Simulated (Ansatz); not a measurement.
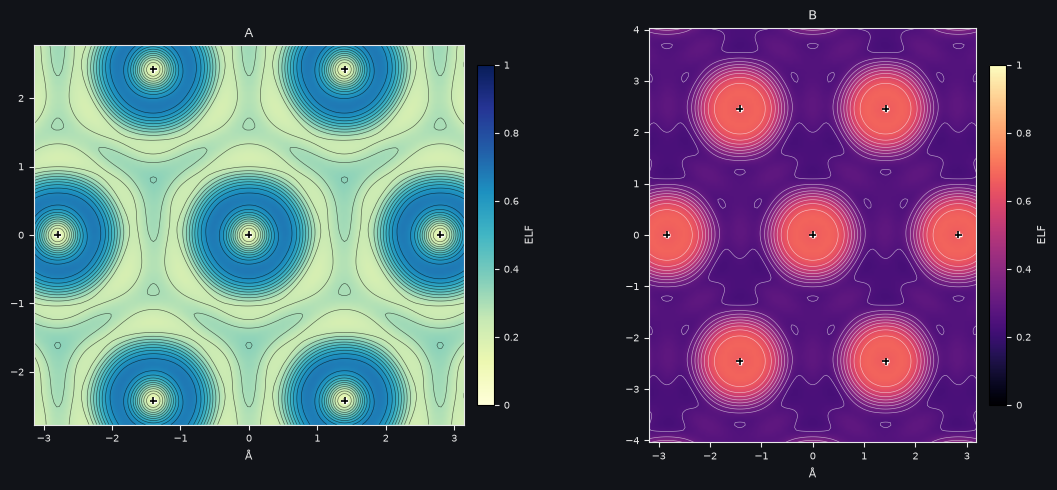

The electron localisation function of 2 systems, each on a plane through atoms (crosses mark nuclei in the plane).

The calculation used Ansatz, DFT, r2SCAN, plane waves (500 eV) with PAW, scalar-relativistic.

System 1: Pt, the (001) plane of the conventional cell. Space group P6₃/mmc; set up as Pt, hcp; a generated structure, not necessarily the stable one; changed on purpose from its base cell (volume × 1.12); computed pressure about −22 GPa in this cell; spin-polarised.

```xyz
2
Lattice="2.8386 0.0000 0.0000 -1.4193 2.4583 0.0000 0.0000 0.0000 4.9468" Properties=species:S:1:pos:R:3 pbc="T T T"
Pt    0.0000    1.6389    1.2367
Pt    1.4193    0.8194    3.7101
```

System 2: Ru, the (001) plane of the conventional cell. Space group P6₃/mmc; set up as Ru, dhcp; a generated structure, not necessarily the stable one; changed on purpose from its base cell (volume × 1.12); computed pressure about −29 GPa in this cell; the program warned that a starting moment wasn't kept; spin-polarised, but the moments vanished.

```yaml
crystal:
  lattice:
    - [2.79501, 0.00000, 0.00000]
    - [-1.39751, 2.42055, 0.00000]
    - [0.00000, 0.00000, 8.96858]
  atoms:
    - { symbol: Ru, position: [0.00000, 0.00000, 0.00000] }
    - { symbol: Ru, position: [0.00000, 0.00000, 0.50000] }
    - { symbol: Ru, position: [0.33333, 0.66667, 0.25000] }
    - { symbol: Ru, position: [0.66667, 0.33333, 0.75000] }
```

> Match each panel to its system.

Panel A is system 2, Ru: the plane holds Ru. Panel B is system 1, Pt: the plane holds Pt. Pt–Pt (2.84 Å): the ELF is about 0.30 at the midpoint: no shared electron pair shows on this line.
